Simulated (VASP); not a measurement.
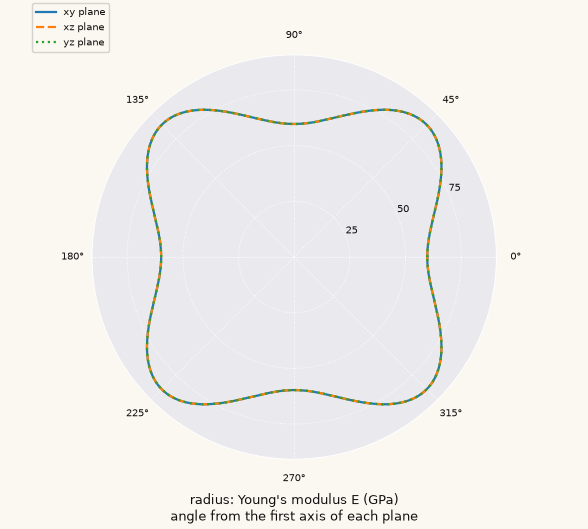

Plotted: Young's modulus as a function of direction in the xy, xz and yz planes.

Calculation (VASP 6.6.1): plane-wave DFT, no spin polarisation; elastic constants in Voigt order on the axes of the given cell. Level: LDA.

> For which of these solids was it computed?
A. BeS, F-43m (No. 216), 13.8 Å³/atom
B. GaSb, F-43m (No. 216), 27.7 Å³/atom
C. SiC, F-43m (No. 216), 10.2 Å³/atom

B, GaSb: E along x, y, z: 59.7, 59.7, 59.7 GPa. The others give: BeS, E along x, y, z: 128, 128, 128 GPa; SiC, E along x, y, z: 327, 327, 327 GPa.

For BeS, limits of the calculation: lda forms differ.

For GaSb, limits of the calculation: lda forms differ.
